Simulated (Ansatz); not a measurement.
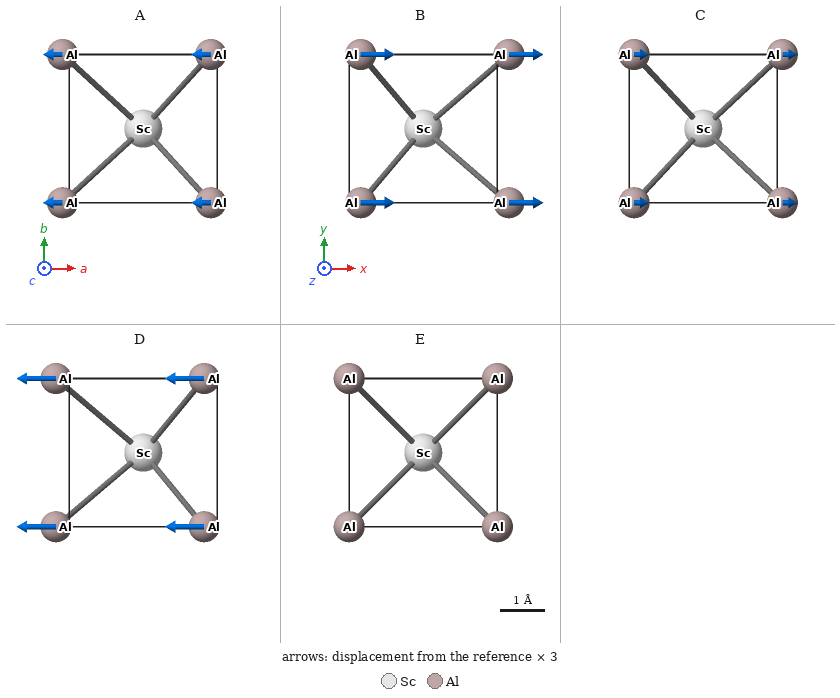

Energy scan for a crystal of ScAl (Pm-3m), in which the whole Al sublattice is shifted rigidly, along Cartesian [1 0 0], all else fixed. A ball-and-stick model of the cell of the calculation, seen along the c axis. Blue arrows: displacements from the reference.

Method: DFT r2SCAN, scalar-relativistic, plane waves, PAW in Ansatz. Set-up: plane-wave cutoff 500 eV; k-point mesh 14 × 14 × 14; occupations gaussian; smearing width 0.15 eV; no spin polarisation. Energies (free energies at the smearing named) are counted from the cell as listed in its source, which wasn't relaxed.

Rank the frames from lowest to highest energy.

Answer. Lowest first: E (the displacement 0.00 Å, 0.0 meV/cell), C (the displacement 0.1125 Å, 33.8 meV/cell), A (the displacement −0.15 Å, 60.1 meV/cell), B (the displacement 0.2625 Å, 183.5 meV/cell), D (the displacement −0.30 Å, 239.3 meV/cell). Over the whole scan: the lowest computed point lies at the displacement 0.00 Å (0.0 meV/cell). The curvature at zero is about 5.3 eV/Å² per cell. The well is symmetric. At the highest point the shortest interatomic distance is 2.76 Å, against 2.92 Å in the reference. The distortion takes the space group from Pm-3m to P4mm.
